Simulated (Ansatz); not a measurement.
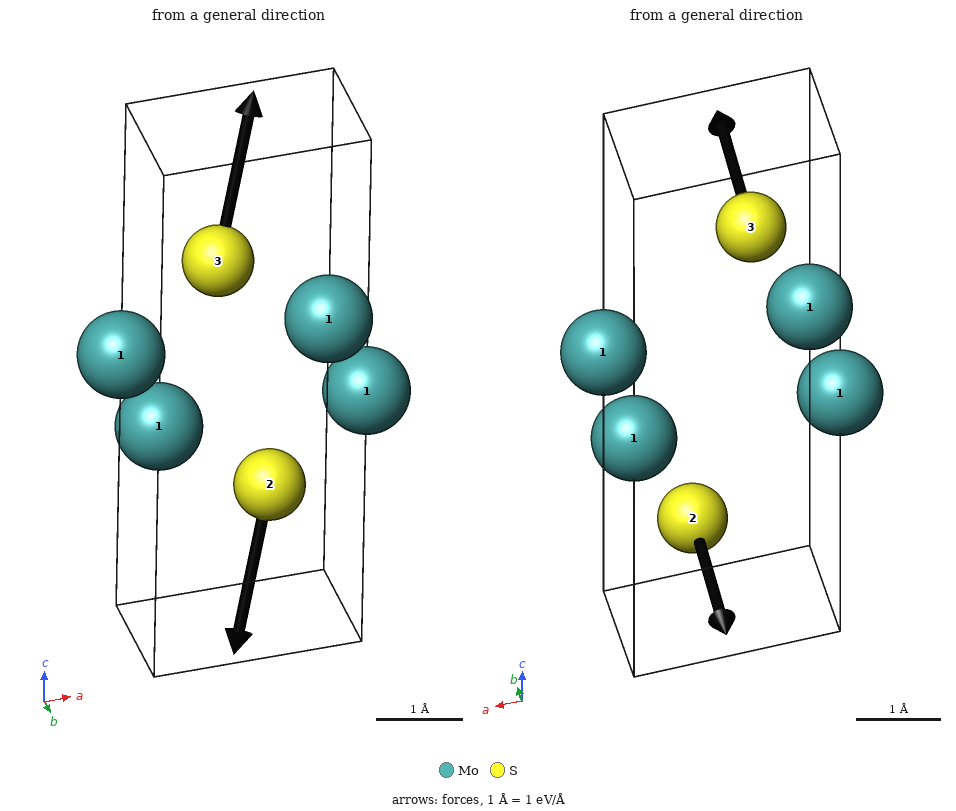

Drawn in the spheres-only manner and seen from two general directions. The frame is the cell (the run's own, in a reduced setting); atoms at its boundary are shown with their periodic copies. The arrows are the computed forces on the atoms.

System: MoS2. All computed values are from Ansatz 0.2.0, DFT PBEsol, scalar-relativistic, plane waves, PAW. Settings: a 420 eV plane-wave basis, k-points about 0.14 Å⁻¹ apart, Gaussian smearing of 0.15 eV, no spin polarisation.

> Do the forces show a relaxed structure?

No. The atoms still feel forces of up to about 1.7 eV/Å, far above a usual threshold of 0.01 to 0.03 eV/Å.

> Which atom feels the largest force?

S2 and S3, about 1.7 eV/Å.

Starting structure: a structure listed in the Materials Project. The cell was then strained or its atoms displaced on purpose. Ansatz was used for an electronic-structure calculation on it.
